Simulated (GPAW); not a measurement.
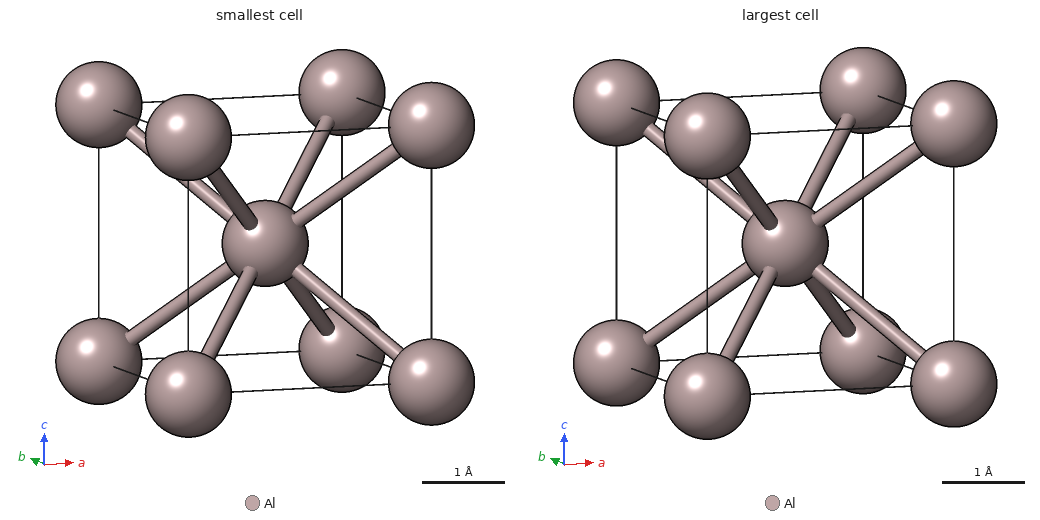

Al, body-centred cubic (W type), space group Im-3m (No. 229), relaxed (cell and atoms, zero pressure) with five choices of dispersion term on top of PBEsol; the smallest and the largest of the relaxed conventional cells are drawn to one scale (sticks follow a distance rule). The start was a structure listed in the Materials Project. This isn't the form of Al at room conditions, which is fcc.

Alike in all runs: GPAW 26.7.0; functional PBEsol; potentials PAW data sets generated in the run's folder for this functional; cutoff 600 eV; k mesh 12 × 12 × 12 on the run's cell of 1 atom; occupations fermi-dirac, width 0.05 eV; no spin polarisation; no spin-orbit coupling. All runs are metallic.

```tsv
level	volume (Å³/atom)	a (Å)
none	?	?
D3(BJ)	15.94	3.171
D3(BJ)-ATM	16.01	3.175
D4	16.22	3.189
D3	16.28	3.193
```

Fill in the row of none.

Volume 16.62 Å³/atom; a 3.215 Å. That is the largest volume of all.

Order the levels by the relaxed volume, smallest first.

D3(BJ) (15.94 Å³/atom), D3(BJ)-ATM (16.01 Å³/atom), D4 (16.22 Å³/atom), D3 (16.28 Å³/atom), none (16.62 Å³/atom). Rows within a few tenths of a per cent can't be told apart.

Caveat: later steps reuse the first step's grids; pairwise dispersion terms can overbind metals strongly.
